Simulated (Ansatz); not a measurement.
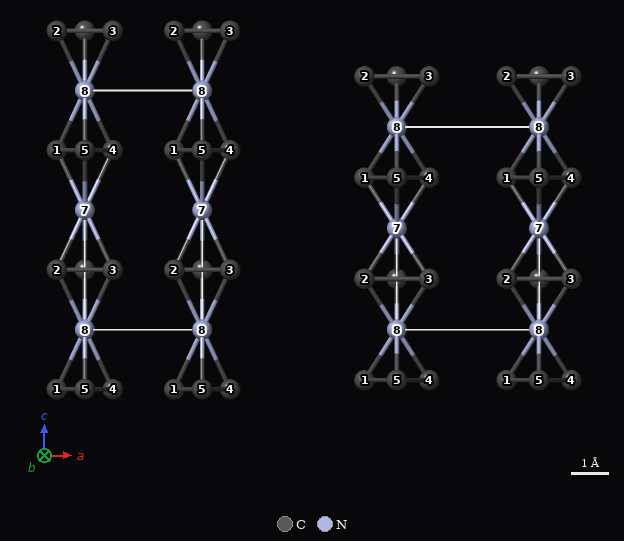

Two geometries of a crystal of C3N (a generated structure, set up in P6_3/mcm), drawn at one scale. One is the start of a relaxation, the other its converged end. A ball-and-stick model of the cell of the calculation, seen along the b axis.

All numbers below come from Ansatz, DFT PBE, scalar-relativistic, plane waves, PAW. (plane-wave cutoff 420 eV; k-point mesh 12 × 12 × 8; occupations gaussian; smearing width 0.1 eV; no spin polarisation; cell and atoms relaxed; force threshold 0.01 eV/Å; at most 80 steps)

Q: Which of the two is the end point?

A: The left one is the relaxed one. The energy falls by 154 meV per atom in 13 accepted moves (15 points after the start). The largest force component goes from 0.15 to 0.0021 eV/Å. The pressure goes from 0.07 to −0.01 GPa. At 2 points the geometry stayed and the basis and grid were re-selected for the new cell (energy shift of 8.9 meV per atom at most each time). The largest moves relative to the cell, 0.038 Å, are those of C atoms. N stays in place. The drawn cell changes as follows: a = b 4.470 → 3.688 Å (−17.5 %), c 5.513 → 6.506 Å (+18.0 %); the volume changes by −19.6 %. Near-neighbour distances that change, for instance: C–C 1.763 → 1.521 Å, C–N 1.713 → 1.848 Å. Among the angles between lasting bonds that change: N–C–N 107.1° → 123.3°, C–N–C 118.1° → 131.4°, C–C–N 59.0° → 65.7°. The space group stays P6_3/mcm (No. 193). The run took 3.8 min on 1 thread of Arm Neoverse V1, on a shared host, peak memory 0.47 GiB.
